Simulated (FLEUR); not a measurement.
System: Co.

Input

```
<?xml version="1.0" encoding="UTF-8" standalone="no"?>
<fleurInput fleurInputVersion="0.39">
   <comment>
      Co                                                                                                  
   </comment>
   <calculationSetup>
      <cutoffs Kmax="4.11" Gmax="12.8" GmaxXC="12.8" numbands="0"/>
      <scfLoop itmax="60" minDistance="0.00001" maxIterBroyd="15" imix="Anderson" alpha="0.05" precondParam="0.0" spinf="2.0" sdNocoIR="T"/>
      <coreElectrons ctail="T" frcor="F" kcrel="0" coretail_lmax="0"/>
      <xcFunctional name="pbe" relativisticCorrections="F"/>
      <magnetism jspins="2"/>
      <soc l_soc="F" theta="0.0" phi="0.0" spav="F"/>
      <expertModes spex="0" secvar="F"/>
      <geometryOptimization l_f="T" forcealpha="1.0" forcemix="BFGS" epsdisp="0.0005" epsforce="0.0002"/>
      <ldaU l_linMix="F" mixParam="0.05" spinf="1.0"/>
   </calculationSetup>
   <cell>
      <bzIntegration valenceElectrons="34.0" mode="hist" fermiSmearingEnergy="0.00183747">
         <kPointListSelection listName="default-1"/>
         <!-- k-points included here -->
         <xi:include xmlns:xi="http://www.w3.org/2001/XInclude" href="kpts.xml"> </xi:include>
      </bzIntegration>
      <!-- symmetry operations included here -->
      <xi:include xmlns:xi="http://www.w3.org/2001/XInclude" href="sym.xml"> </xi:include>
      <bulkLattice scale="1.0">
         <bravaisMatrix>
            <row-1>    4.6714027970857108     0.0000000000000000     0.0000000000000000</row-1>
            <row-2>   -2.3357013985428554     4.0455534935407949     0.0000000000000000</row-2>
            <row-3>    0.0000000000000000     0.0000000000000000     7.5988610187566321</row-3>
         </bravaisMatrix>
      </bulkLattice>
   </cell>
   <atomSpecies>
      <species name="Cobalt (Co2.000" element="Co" atomicNumber="27">
         <mtSphere radius="2.09" gridPoints="707" logIncrement="0.017"/>
         <atomicCutoffs lmax="9" lnonsphr="7"/>
         <electronConfig flipSpins="F">
            <coreConfig>(1s1/2) (2s1/2) (2p1/2) (2p3/2)</coreConfig>
            <valenceConfig>(3s1/2) (3p1/2) (3p3/2) (4s1/2) (3d3/2) (3d5/2)</valenceConfig>
            <stateOccupation state="(3d3/2)" spinUp="1.5" spinDown="1.3"/>
            <stateOccupation state="(3d5/2)" spinUp="3.0" spinDown="1.2"/>
         </electronConfig>
         <energyParameters s="4" p="4" d="3" f="4"/>
         <lo type="SCLO" l="0" n="3" eDeriv="0"/>
         <lo type="SCLO" l="1" n="3" eDeriv="0"/>
         <lo type="SCLO" l="1" n="3" eDeriv="1"/>
         <lo type="SCLO" l="2" n="3" eDeriv="2"/>
         <lo type="SCLO" l="3" n="4" eDeriv="2"/>
      </species>
   </atomSpecies>
   <atomGroups>
      <atomGroup species="Cobalt (Co2.000">
         <relPos label="                   1">-.3392450000 .3299080000 -.2486895000</relPos>
         <relPos label="                   2">.3392450000 -.3299080000 .2486895000</relPos>
         <force calculate="T" relaxXYZ="TTT"/>
      </atomGroup>
   </atomGroups>
   <output dos="F" band="F" slice="F">
      <checks vchk="F" cdinf="F"/>
      <bandDOS minEnergy="-.5*Htr" maxEnergy="0.5*Htr" sigma="0.015" storeEVData="T"/>
      <vacuumDOS vacdos="F" integ="F" star="F" nstars="0" locx1="0.0" locy1="0.0" locx2="0.0" locy2="0.0" nstm="0" tworkf="0.0"/>
      <unfoldingBand unfoldBand="F" supercellX="1" supercellY="1" supercellZ="1"/>
      <plotting iplot="0" polar="F">
         <plot TwoD="T" vec1="  1.0  0.0  0.0" vec2="  0.0  1.0  0.0" vec3="  0.0  0.0  1.0" zero="  0.0  0.0  0.0" file="plot"/>
      </plotting>
      <chargeDensitySlicing numkpt="0" minEigenval="0.0" maxEigenval="0.0" nnne="0" pallst="F"/>
      <specialOutput eonly="F"/>
      <moessbauerParams electricFieldGradient="T" isomerShift="T" coreHyperfine="T" valenceHyperfine="T"/>
      <magneticCircularDichroism mcd="F" energyLo="-10.0" energyUp="0.0"/>
   </output>
  <!-- We include the file relax.xml here to enable relaxations (see documentation) -->
  <xi:include xmlns:xi="http://www.w3.org/2001/XInclude" href="relax.xml"> <xi:fallback/> </xi:include>
</fleurInput>
```

Command:

```sh
inpgen -f crystal.txt -profile fastHighL; fleur_MPI
```

Below, planes, directions and counts refer to the conventional cell (a = 4.28 Å, b = 2.47 Å, c = 4.02 Å, α = 90.00°, β = 90.00°, γ = 90.00°).

Space group C2/m; a structure from a database of computed crystals, not necessarily the ambient phase; changed on purpose from its base cell (atoms moved at random by about 0.05 A); spin-polarised.

All numbers below come from Kohn-Sham DFT of a periodic cell, PBE, all-electron in FLEUR.

What can the converged electron density and spin density tell about the bonding?

Answer. Co–Co (2.47 Å): ρ is about 0.35 e/Å³ halfway.
Co–Co (2.47 Å): ρ at the midpoint is about 0.35 e/Å³.
The spin density sits on Co: +1.7 μB (×4) in one cell of 4 atoms: parallel main moments (a ferromagnetic arrangement) in this solution. The cell of the calculation (2 atoms) carries 3.2 μB of net spin moment.

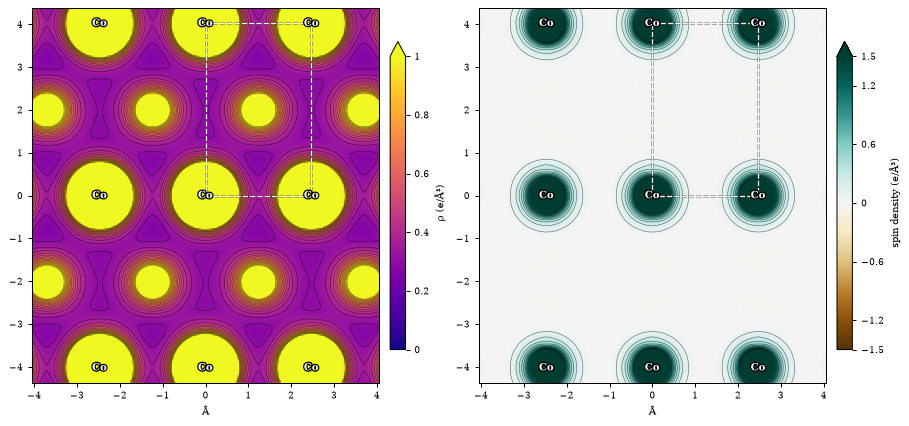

Computed electron density and spin density on the (100) plane of the conventional cell, in this order. Atoms just off the plane (Co, 0.7 Å away) can leave unmarked features too.

The calculation treats all electrons.
